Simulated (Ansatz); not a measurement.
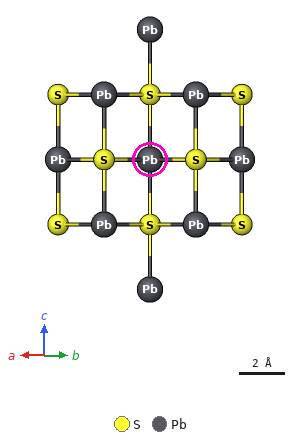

Perfect PbS. The picture is a ball-and-stick view of the atoms within 6.0 Å of one point, in a slice 5.0 Å thick across the line of sight, seen along [110].

The calculation used Ansatz, DFT, PBEsol, PAW, plane waves. (plane-wave cutoff 420 eV; k-point mesh 1 × 1 × 1; mesh shifted by (0.25, 0.25, 0.25); collinear spin) Fermi-Dirac smearing of 0.01 eV. A uniform background neutralises the charged cell. The axes drawn are those of the host's conventional cell.

A lead atom is taken out (a vacancy) at the ringed place, in charge state +1. The supercell has 64 sites, and the atoms are relaxed at the host's cell.

> Predict the relaxed surroundings of the defect.

Around the empty Pb site the host had 6 S at 2.95 Å; after relaxation the nearest atoms are 6 S at 2.99 to 3.01 Å. Of the host's atoms, a lead atom moves furthest from its site, by 0.10 Å. The cell's net moment is 1.00 μB.

The relaxed defect, seen from the same direction:

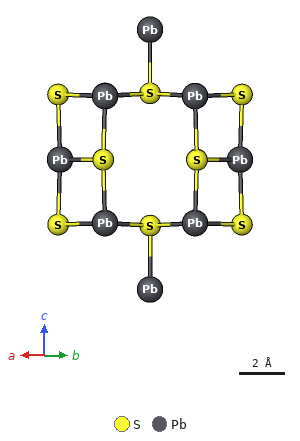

Limits of the set-up: the cell is charged, on a uniform background, and energies carry no finite-size correction.
